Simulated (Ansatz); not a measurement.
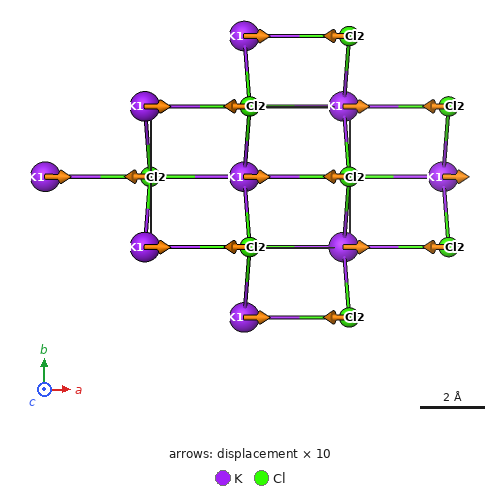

A relaxation of solid KCl (set up in P1). The starting structure is drawn; orange arrows show the displacements, magnified 10 times.

A ball-and-stick model of the conventional cell (2 times the calculation's cell), seen along the c axis. Lengths and directions refer to the drawn axes.

The run lets the atoms move in a fixed cell, from a rattled start.

The calculation used Kohn-Sham DFT of a periodic cell, r2SCAN with D4, Ansatz PAW in Ansatz 0.2.0.

Input file:
```yaml
crystal:
  lattice:
    - [0.0, 3.14647, 3.14647]
    - [3.14647, 0.0, 3.14647]
    - [3.14647, 3.14647, 0.0]
  atoms:
    - { symbol: K, position_ang: [-0.195716727, -0.010169391, -0.03381826] }
    - { symbol: Cl, position_ang: [3.122871475, 3.193594681, 3.171512755] }
hamiltonian:
  xc: r2scan
  pseudopotentials: { kind: paw }
  dispersion: d4
kpoints:
  mp_grid: { grid: [6, 6, 6] }
scf:
  occupations: { method: fixed }
output:
  forces: true
  stress: true
  write_density: true
  write_potential: true
  elf: true
  volumetric_format: npy
relax:
  f_tol: 0.01
  max_steps: 40
```

Command:
```bash
ansatz run input.yaml --threads 1 --pin off --max-ram 2560MiB --backend cpu --events-out ev --progress --plain --runs-dir out
```

### What did the optimiser do to the structure, and how much energy did it gain?

The largest moves, 0.094 Å, are those of K1 and Cl2. K1 goes roughly along [2 0 3]. Largest moves by element: K 0.094 Å, Cl 0.094 Å. The lattice vectors keep their values. Among the contacts that change: K1–Cl2 3.320 → 3.149 Å, K1–Cl2 (another image) 2.975 → 3.144 Å, K1–Cl2 (another image) 3.209 → 3.147 Å, K1–Cl2 (another image) 3.095 → 3.146 Å. Bond angles that change, for instance: K1–Cl2–K1 173.4° → 179.9°, Cl2–K1–Cl2 173.4° → 179.9°, K1–Cl2–K1 94.3° → 90.1°. The space group (tolerance 0.01 Å) goes from Cm (No. 8) to Fm-3m (No. 225). After 2 accepted moves (3 points after the start) the energy has fallen by 13.4 meV per atom. The largest force component goes from 0.27 to 0.0043 eV/Å. 1 step only repeated the SCF at the same geometry.
